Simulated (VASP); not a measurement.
**Geometry relaxation of BN (part 4 of 6)**

Continued. System: BN (P6₃/mmc, 4 atoms in the cell). Method: Kohn-Sham DFT of a periodic cell, PBE with D3(BJ), VASP PAW PBE potentials, recommended, no spin polarisation (VASP 6.6.1); cutoff 520 eV, 15×15×6 k-mesh, Gaussian smearing of 0.02 eV. The structure derives from an entry of the Crystallography Open Database. The run did not end well. The run did not end well; see the last part.

Geometry of the input (Å; fractional positions):
```
2.4982  0.0000  0.0000
-1.2491  2.1635  0.0000
0.0000  0.0000  6.6357
B  0.3333  0.6667  0.2500
B  0.6667  0.3333  0.7500
N  0.3333  0.6667  0.7500
N  0.6667  0.3333  0.2500
```

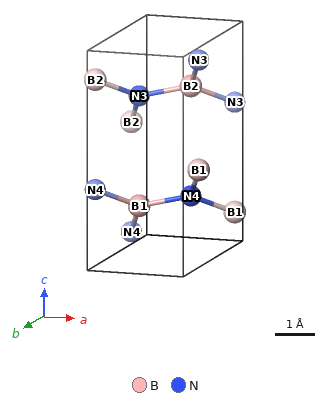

The geometry at step 14 of the log (ball-and-stick view of the cell of the calculation, seen at an oblique angle; neighbours outside the cell are drawn fainter; atoms are numbered from 1 in the order of the input).

### Parts of OUTCAR, continued
```
  FORCE on cell =-STRESS in cart. coord.  units (eV):
  Direction    XX          YY          ZZ          XY          YZ          ZX
  --------------------------------------------------------------------------------------
  -------------------------------------------------------------------------------------
  Total      -0.03301    -0.03301    -0.40317     0.00000     0.00000    -0.00000
  in kB      -1.38712    -1.38712   -16.93979     0.00000     0.00000    -0.00000
  external pressure =       -6.57 kB  Pullay stress =        0.00 kB

 VOLUME and BASIS-vectors are now :
 -----------------------------------------------------------------------------
  energy-cutoff  :      520.00
  volume of cell :       38.13
      direct lattice vectors                 reciprocal lattice vectors
     2.507610162  0.000000000  0.000000000     0.398786069  0.230239245 -0.000000000
    -1.253805081  2.171654099  0.000000000    -0.000000000  0.460478490  0.000000000
     0.000000000 -0.000000000  7.002279785    -0.000000000 -0.000000000  0.142810632

 POSITION                                       TOTAL-FORCE (eV/Angst)
 -----------------------------------------------------------------------------------
     -0.00000      1.44777      1.75057        -0.000000      0.000000      0.000000
      1.25381      0.72388      5.25171         0.000000     -0.000000     -0.000000
     -0.00000      1.44777      5.25171        -0.000000     -0.000000     -0.000000
      1.25381      0.72388      1.75057         0.000000      0.000000      0.000000
 -----------------------------------------------------------------------------------
    total drift:                               -0.000002      0.000001      0.000000

  FREE ENERGIE OF THE ION-ELECTRON SYSTEM (eV)
  ---------------------------------------------------
  free  energy   TOTEN  =       -35.7055304427 eV

  energy  without entropy=      -35.7055304427  energy(sigma->0) =      -35.70553044

--------------------------------------- Ionic step       80  -------------------------------------------

 number of electron      16.0000002 magnetization

 Free energy of the ion-electron system (eV)
  ---------------------------------------------------
  ext. energy  EPLUGINS =         0.00000000
  ---------------------------------------------------
  free energy    TOTEN  =       -35.17795237 eV

  energy without entropy =      -35.17795237  energy(sigma->0) =      -35.17795237

 E-fermi :   2.0124     XC(G=0):  -9.7104     alpha+bet :-10.3802

 val. band max:        1.8442235071   @ k =   0.3333   0.3333   0.5000
 cond. band min:       6.2315875517   @ k =   0.4667   0.0667   0.0000
 fundamental gap:      4.3873640446
 Fermi energy:         2.0123899566

 k-point     1 :       0.0000    0.0000    0.0000
  band No.  band energies     occupation
      1     -15.8860      2.00000
      2     -15.6917      2.00000
      3      -4.1377      2.00000
      4      -2.5050      2.00000
      5       0.5070      2.00000
      6       0.5070      2.00000
      7       0.5285      2.00000
      8       0.5285      2.00000
      9       6.8112      0.00000
     10      11.5266      0.00000
     11      13.3756      0.00000
     12      13.3756      0.00000

 k-point     2 :       0.0667    0.0000    0.0000
  band No.  band energies     occupation
      1     -15.7995      2.00000
      2     -15.6073      2.00000
      3      -4.0191      2.00000
      4      -2.3964      2.00000
      5       0.1449      2.00000
      6       0.1621      2.00000
      7       0.3379      2.00000
      8       0.3612      2.00000
      9       6.9710      0.00000
     10      11.5065      0.00000
     11      13.2470      0.00000
     12      13.3789      0.00000

 k-point     3 :       0.1333   -0.0000    0.0000
  band No.  band energies     occupation
      1     -15.5430      2.00000
      2     -15.3570      2.00000
      3      -3.6661      2.00000
      4      -2.0743      2.00000
      5      -0.8240      2.00000
      6      -0.8085      2.00000
      7      -0.1028      2.00000
      8      -0.0756      2.00000
      9       7.4086      0.00000
     10      11.3923      0.00000
     11      12.9475      0.00000
     12      13.3000      0.00000

 k-point     4 :       0.2000   -0.0000    0.0000
  band No.  band energies     occupation
      1     -15.1264      2.00000
      2     -14.9510      2.00000
      3      -3.0882      2.00000
      4      -2.1544      2.00000
      5      -2.1308      2.00000
      6      -1.5520      2.00000
      7      -0.6746      2.00000
      8      -0.6434      2.00000
      9       8.0616      0.00000
     10      11.0161      0.00000
     11      12.2605      0.00000
     12      12.6152      0.00000

 k-point     5 :       0.2667   -0.0000    0.0000
  band No.  band energies     occupation
      1     -14.5708      2.00000
      2     -14.4111      2.00000
      3      -3.6177      2.00000
      4      -3.5817      2.00000
      5      -2.3056      2.00000
      6      -1.2483      2.00000
      7      -1.2139      2.00000
      8      -0.8576      2.00000
      9       8.8894      0.00000
     10      10.1732      0.00000
     11      10.7484      0.00000
     12      12.3071      0.00000

 [... the levels of 18 k-points are left out ...]

 k-point    24 :       0.4000    0.2000    0.0000
  band No.  band energies     occupation
      1     -12.4002      2.00000
      2     -12.3646      2.00000
      3      -6.5898      2.00000
      4      -6.5334      2.00000
      5      -4.0808      2.00000
      6      -4.0346      2.00000
      7       1.1392      2.00000
      8       1.6942      2.00000
      9       6.4513      0.00000
     10       7.0502      0.00000
     11      13.5000      0.00000
     12      13.9835      0.00000

 [... further k-points ...]

------------------------ aborting loop because EDIFF is reached ----------------------------------------

 Edisp (eV)   -0.52758

 E8    (eV) :    -0.1535

  FORCE on cell =-STRESS in cart. coord.  units (eV):
  Direction    XX          YY          ZZ          XY          YZ          ZX
  --------------------------------------------------------------------------------------
  -------------------------------------------------------------------------------------
  Total      -0.03463    -0.03463    -0.39215     0.00000     0.00000     0.00000
  in kB      -1.45547    -1.45547   -16.47959     0.00000     0.00000     0.00000
  external pressure =       -6.46 kB  Pullay stress =        0.00 kB

 VOLUME and BASIS-vectors are now :
 -----------------------------------------------------------------------------
  energy-cutoff  :      520.00
  volume of cell :       38.13
      direct lattice vectors                 reciprocal lattice vectors
     2.507392825  0.000000000  0.000000000     0.398820636  0.230259202 -0.000000000
    -1.253696412  2.171465879  0.000000000    -0.000000000  0.460518404  0.000000000
     0.000000000 -0.000000000  7.002309205    -0.000000000 -0.000000000  0.142810032

 POSITION                                       TOTAL-FORCE (eV/Angst)
 -----------------------------------------------------------------------------------
     -0.00000      1.44764      1.75058        -0.000000      0.000000      0.000000
      1.25370      0.72382      5.25173        -0.000000      0.000000     -0.000000
     -0.00000      1.44764      5.25173        -0.000000     -0.000000     -0.000000
      1.25370      0.72382      1.75058         0.000000      0.000000      0.000000
 -----------------------------------------------------------------------------------
    total drift:                               -0.000002      0.000001      0.000000

  FREE ENERGIE OF THE ION-ELECTRON SYSTEM (eV)
  ---------------------------------------------------
  free  energy   TOTEN  =       -35.7055321854 eV

  energy  without entropy=      -35.7055321854  energy(sigma->0) =      -35.70553219
```

### CONTCAR
```
BN
   1.00000000000000
     2.5073928245866783    0.0000000000000001    0.0000000000000000
    -1.2536964122933392    2.1714658785612229    0.0000000000000000
     0.0000000000000000   -0.0000000000000000    7.0023092053992855
  B               N
     2     2
Direct
     0.3333333300000021    0.6666666699999979    0.2500000000000000
     0.6666666699999979    0.3333333300000021    0.7500000000000000
     0.3333333300000021    0.6666666699999979    0.7500000000000000
     0.6666666699999979    0.3333333300000021    0.2500000000000000

  0.00000000E+00  0.00000000E+00  0.00000000E+00
  0.00000000E+00  0.00000000E+00  0.00000000E+00
  0.00000000E+00  0.00000000E+00  0.00000000E+00
  0.00000000E+00  0.00000000E+00  0.00000000E+00
```

### Trajectory as extended XYZ (Å, eV, eV/Å), 80 frames, from step=0 to step=79
```
4
Lattice="2.4982 0.0000 0.0000 -1.2491 2.1635 0.0000 0.0000 0.0000 6.6357" Properties=species:S:1:pos:R:3:forces:R:3 step=0 energy=-35.71358
B     0.0000    1.4424    1.6589    0.0000   0.0000   0.0000
B     1.2491    0.7212    4.9768    0.0000   0.0000   0.0000
N     0.0000    1.4424    4.9768    0.0000   0.0000   0.0000
N     1.2491    0.7212    1.6589    0.0000   0.0000   0.0000
4
Lattice="2.5237 0.0000 0.0000 -1.2618 2.1856 -0.0000 0.0000 -0.0000 6.6225" Properties=species:S:1:pos:R:3:forces:R:3 step=1 energy=-35.70935
B     0.0000    1.4570    1.6556    0.0000   0.0000   0.0000
B     1.2618    0.7285    4.9669    0.0000   0.0000   0.0000
N     0.0000    1.4570    4.9669    0.0000   0.0000   0.0000
N     1.2618    0.7285    1.6556    0.0000   0.0000   0.0000
4
Lattice="2.5097 0.0000 0.0000 -1.2549 2.1735 -0.0000 0.0000 -0.0000 6.6297" Properties=species:S:1:pos:R:3:forces:R:3 step=2 energy=-35.71752
B     0.0000    1.4490    1.6574    0.0000   0.0000   0.0000
B     1.2549    0.7245    4.9723    0.0000   0.0000   0.0000
N     0.0000    1.4490    4.9723    0.0000   0.0000   0.0000
N     1.2549    0.7245    1.6574    0.0000   0.0000   0.0000
4
Lattice="2.5055 0.0000 0.0000 -1.2527 2.1698 -0.0000 0.0000 -0.0000 6.6319" Properties=species:S:1:pos:R:3:forces:R:3 step=3 energy=-35.71759
B     0.0000    1.4465    1.6580    0.0000   0.0000   0.0000
B     1.2527    0.7233    4.9740    0.0000   0.0000   0.0000
N     0.0000    1.4465    4.9740    0.0000   0.0000   0.0000
N     1.2527    0.7233    1.6580    0.0000   0.0000   0.0000
4
Lattice="2.5056 0.0000 0.0000 -1.2528 2.1699 -0.0000 0.0000 -0.0000 6.6319" Properties=species:S:1:pos:R:3:forces:R:3 step=4 energy=-35.71745
B     0.0000    1.4466    1.6580    0.0000   0.0000   0.0000
B     1.2528    0.7233    4.9739    0.0000   0.0000   0.0000
N     0.0000    1.4466    4.9739    0.0000   0.0000   0.0000
N     1.2528    0.7233    1.6580    0.0000   0.0000   0.0000
4
Lattice="2.5077 0.0000 0.0000 -1.2538 2.1717 -0.0000 0.0000 -0.0000 6.6308" Properties=species:S:1:pos:R:3:forces:R:3 step=5 energy=-35.71750
B     0.0000    1.4478    1.6577    0.0000   0.0000   0.0000
B     1.2538    0.7239    4.9731    0.0000   0.0000   0.0000
N     0.0000    1.4478    4.9731    0.0000   0.0000   0.0000
N     1.2538    0.7239    1.6577    0.0000   0.0000   0.0000
4
Lattice="2.5073 0.0000 0.0000 -1.2536 2.1714 -0.0000 0.0000 -0.0000 6.6310" Properties=species:S:1:pos:R:3:forces:R:3 step=6 energy=-35.71750
B     0.0000    1.4476    1.6577    0.0000   0.0000   0.0000
B     1.2536    0.7238    4.9732    0.0000   0.0000   0.0000
N     0.0000    1.4476    4.9732    0.0000   0.0000   0.0000
N     1.2536    0.7238    1.6577    0.0000   0.0000   0.0000
4
Lattice="2.5065 0.0000 0.0000 -1.2532 2.1707 -0.0000 0.0000 -0.0000 6.6314" Properties=species:S:1:pos:R:3:forces:R:3 step=7 energy=-35.71750
B     0.0000    1.4471    1.6579    0.0000   0.0000   0.0000
B     1.2532    0.7236    4.9736    0.0000   0.0000   0.0000
N     0.0000    1.4471    4.9736    0.0000   0.0000   0.0000
N     1.2532    0.7236    1.6579    0.0000   0.0000   0.0000
4
Lattice="2.5068 0.0000 0.0000 -1.2534 2.1709 -0.0000 0.0000 -0.0000 6.6313" Properties=species:S:1:pos:R:3:forces:R:3 step=8 energy=-35.71751
B     0.0000    1.4473    1.6578    0.0000   0.0000   0.0000
B     1.2534    0.7236    4.9735    0.0000   0.0000   0.0000
N     0.0000    1.4473    4.9735    0.0000   0.0000   0.0000
N     1.2534    0.7236    1.6578    0.0000   0.0000   0.0000
4
Lattice="2.5070 0.0000 0.0000 -1.2535 2.1712 -0.0000 0.0000 -0.0000 6.6311" Properties=species:S:1:pos:R:3:forces:R:3 step=9 energy=-35.71751
B     0.0000    1.4474    1.6578    0.0000   0.0000   0.0000
B     1.2535    0.7237    4.9734    0.0000   0.0000   0.0000
N     0.0000    1.4474    4.9734    0.0000   0.0000   0.0000
N     1.2535    0.7237    1.6578    0.0000   0.0000   0.0000
4
Lattice="2.5069 -0.0000 -0.0000 -1.2535 2.1711 -0.0000 0.0000 -0.0000 6.6273" Properties=species:S:1:pos:R:3:forces:R:3 step=10 energy=-35.71754
B     0.0000    1.4474    1.6568    0.0000   0.0000   0.0000
B     1.2535    0.7237    4.9705    0.0000   0.0000   0.0000
N     0.0000    1.4474    4.9705    0.0000   0.0000   0.0000
N     1.2535    0.7237    1.6568    0.0000   0.0000   0.0000
4
Lattice="2.5067 -0.0000 -0.0000 -1.2533 2.1708 -0.0000 0.0000 -0.0000 6.6159" Properties=species:S:1:pos:R:3:forces:R:3 step=11 energy=-35.71770
B     0.0000    1.4472    1.6540    0.0000   0.0000   0.0000
B     1.2533    0.7236    4.9619    0.0000   0.0000   0.0000
N     0.0000    1.4472    4.9619    0.0000   0.0000   0.0000
N     1.2533    0.7236    1.6540    0.0000   0.0000   0.0000
4
Lattice="2.5061 -0.0000 -0.0000 -1.2531 2.1704 -0.0000 0.0000 -0.0000 6.5930" Properties=species:S:1:pos:R:3:forces:R:3 step=12 energy=-35.71810
B     0.0000    1.4469    1.6482    0.0000   0.0000   0.0000
B     1.2531    0.7235    4.9447    0.0000   0.0000   0.0000
N     0.0000    1.4469    4.9447    0.0000   0.0000   0.0000
N     1.2531    0.7235    1.6482    0.0000   0.0000   0.0000
4
Lattice="2.5050 -0.0000 -0.0000 -1.2525 2.1694 -0.0000 0.0000 -0.0000 6.5472" Properties=species:S:1:pos:R:3:forces:R:3 step=13 energy=-35.71924
B     0.0000    1.4463    1.6368    0.0000   0.0000   0.0000
B     1.2525    0.7231    4.9104    0.0000   0.0000   0.0000
N     0.0000    1.4463    4.9104    0.0000   0.0000   0.0000
N     1.2525    0.7231    1.6368    0.0000   0.0000   0.0000
4
Lattice="2.5028 -0.0000 -0.0000 -1.2514 2.1675 -0.0000 0.0000 -0.0000 6.4556" Properties=species:S:1:pos:R:3:forces:R:3 step=14 energy=-35.72292
B     0.0000    1.4450    1.6139    0.0000   0.0000   0.0000
B     1.2514    0.7225    4.8417    0.0000   0.0000   0.0000
N     0.0000    1.4450    4.8417    0.0000   0.0000   0.0000
N     1.2514    0.7225    1.6139    0.0000   0.0000   0.0000
4
Lattice="2.4984 -0.0000 -0.0000 -1.2492 2.1637 -0.0000 0.0000 -0.0000 6.2724" Properties=species:S:1:pos:R:3:forces:R:3 step=15 energy=-35.70874
B     0.0000    1.4424    1.5681    0.0000   0.0000   0.0000
B     1.2492    0.7212    4.7043    0.0000   0.0000   0.0000
N     0.0000    1.4424    4.7043    0.0000   0.0000   0.0000
N     1.2492    0.7212    1.5681    0.0000   0.0000   0.0000
4
Lattice="2.4980 -0.0000 -0.0000 -1.2490 2.1633 -0.0000 0.0000 -0.0000 6.2545" Properties=species:S:1:pos:R:3:forces:R:3 step=16 energy=-35.70453
B     0.0000    1.4422    1.5636    0.0000   0.0000   0.0000
B     1.2490    0.7211    4.6909    0.0000   0.0000   0.0000
N     0.0000    1.4422    4.6909    0.0000   0.0000   0.0000
N     1.2490    0.7211    1.5636    0.0000   0.0000   0.0000
4
Lattice="2.4978 -0.0000 -0.0000 -1.2489 2.1631 -0.0000 0.0000 -0.0000 6.2469" Properties=species:S:1:pos:R:3:forces:R:3 step=17 energy=-35.70353
B     0.0000    1.4421    1.5617    0.0000   0.0000   0.0000
B     1.2489    0.7210    4.6852    0.0000   0.0000   0.0000
N     0.0000    1.4421    4.6852    0.0000   0.0000   0.0000
N     1.2489    0.7210    1.5617    0.0000   0.0000   0.0000
4
Lattice="2.4987 -0.0000 -0.0000 -1.2494 2.1640 -0.0000 0.0000 -0.0000 6.2474" Properties=species:S:1:pos:R:3:forces:R:3 step=18 energy=-35.70407
B     0.0000    1.4426    1.5618    0.0000   0.0000   0.0000
B     1.2494    0.7213    4.6855    0.0000   0.0000   0.0000
N     0.0000    1.4426    4.6855    0.0000   0.0000   0.0000
N     1.2494    0.7213    1.5618    0.0000   0.0000   0.0000
4
Lattice="2.5015 -0.0000 -0.0000 -1.2508 2.1664 -0.0000 0.0000 -0.0000 6.2486" Properties=species:S:1:pos:R:3:forces:R:3 step=19 energy=-35.70559
B     0.0000    1.4443    1.5621    0.0000   0.0000   0.0000
B     1.2508    0.7221    4.6864    0.0000   0.0000   0.0000
N     0.0000    1.4443    4.6864    0.0000   0.0000   0.0000
N     1.2508    0.7221    1.5621    0.0000   0.0000   0.0000
4
Lattice="2.5072 -0.0000 -0.0000 -1.2536 2.1713 -0.0000 0.0000 -0.0000 6.2511" Properties=species:S:1:pos:R:3:forces:R:3 step=20 energy=-35.70683
B     0.0000    1.4475    1.5628    0.0000   0.0000   0.0000
B     1.2536    0.7238    4.6883    0.0000   0.0000   0.0000
N     0.0000    1.4475    4.6883    0.0000   0.0000   0.0000
N     1.2536    0.7238    1.5628    0.0000   0.0000   0.0000
4
Lattice="2.5082 -0.0000 -0.0000 -1.2541 2.1721 -0.0000 0.0000 -0.0000 6.2515" Properties=species:S:1:pos:R:3:forces:R:3 step=21 energy=-35.70671
B     0.0000    1.4481    1.5629    0.0000   0.0000   0.0000
B     1.2541    0.7240    4.6886    0.0000   0.0000   0.0000
N     0.0000    1.4481    4.6886    0.0000   0.0000   0.0000
N     1.2541    0.7240    1.5629    0.0000   0.0000   0.0000
4
Lattice="2.5077 -0.0000 -0.0000 -1.2539 2.1717 -0.0000 0.0000 -0.0000 6.2513" Properties=species:S:1:pos:R:3:forces:R:3 step=22 energy=-35.70673
B     0.0000    1.4478    1.5628    0.0000   0.0000   0.0000
B     1.2539    0.7239    4.6885    0.0000   0.0000   0.0000
N     0.0000    1.4478    4.6885    0.0000   0.0000   0.0000
N     1.2539    0.7239    1.5628    0.0000   0.0000   0.0000
4
Lattice="2.5074 -0.0000 -0.0000 -1.2537 2.1715 -0.0000 0.0000 -0.0000 6.2512" Properties=species:S:1:pos:R:3:forces:R:3 step=23 energy=-35.70674
B     0.0000    1.4477    1.5628    0.0000   0.0000   0.0000
B     1.2537    0.7238    4.6884    0.0000   0.0000   0.0000
N     0.0000    1.4477    4.6884    0.0000   0.0000   0.0000
N     1.2537    0.7238    1.5628    0.0000   0.0000   0.0000
4
Lattice="2.5077 -0.0000 -0.0000 -1.2538 2.1717 -0.0000 0.0000 -0.0000 6.2549" Properties=species:S:1:pos:R:3:forces:R:3 step=24 energy=-35.70699
B     0.0000    1.4478    1.5637    0.0000   0.0000   0.0000
B     1.2538    0.7239    4.6911    0.0000   0.0000   0.0000
N     0.0000    1.4478    4.6911    0.0000   0.0000   0.0000
N     1.2538    0.7239    1.5637    0.0000   0.0000   0.0000
4
Lattice="2.5084 -0.0000 -0.0000 -1.2542 2.1724 -0.0000 0.0000 -0.0000 6.2658" Properties=species:S:1:pos:R:3:forces:R:3 step=25 energy=-35.70775
B     0.0000    1.4482    1.5664    0.0000   0.0000   0.0000
B     1.2542    0.7241    4.6993    0.0000   0.0000   0.0000
N     0.0000    1.4482    4.6993    0.0000   0.0000   0.0000
N     1.2542    0.7241    1.5664    0.0000   0.0000   0.0000
4
Lattice="2.5099 -0.0000 -0.0000 -1.2549 2.1736 -0.0000 0.0000 -0.0000 6.2877" Properties=species:S:1:pos:R:3:forces:R:3 step=26 energy=-35.70920
B     0.0000    1.4491    1.5719    0.0000   0.0000   0.0000
B     1.2549    0.7245    4.7158    0.0000   0.0000   0.0000
N     0.0000    1.4491    4.7158    0.0000   0.0000   0.0000
N     1.2549    0.7245    1.5719    0.0000   0.0000   0.0000
4
Lattice="2.5128 -0.0000 -0.0000 -1.2564 2.1762 0.0000 0.0000 -0.0000 6.3315" Properties=species:S:1:pos:R:3:forces:R:3 step=27 energy=-35.71183
B     0.0000    1.4508    1.5829    0.0000   0.0000   0.0000
B     1.2564    0.7254    4.7486    0.0000   0.0000   0.0000
N     0.0000    1.4508    4.7486    0.0000   0.0000   0.0000
N     1.2564    0.7254    1.5829    0.0000   0.0000   0.0000
```
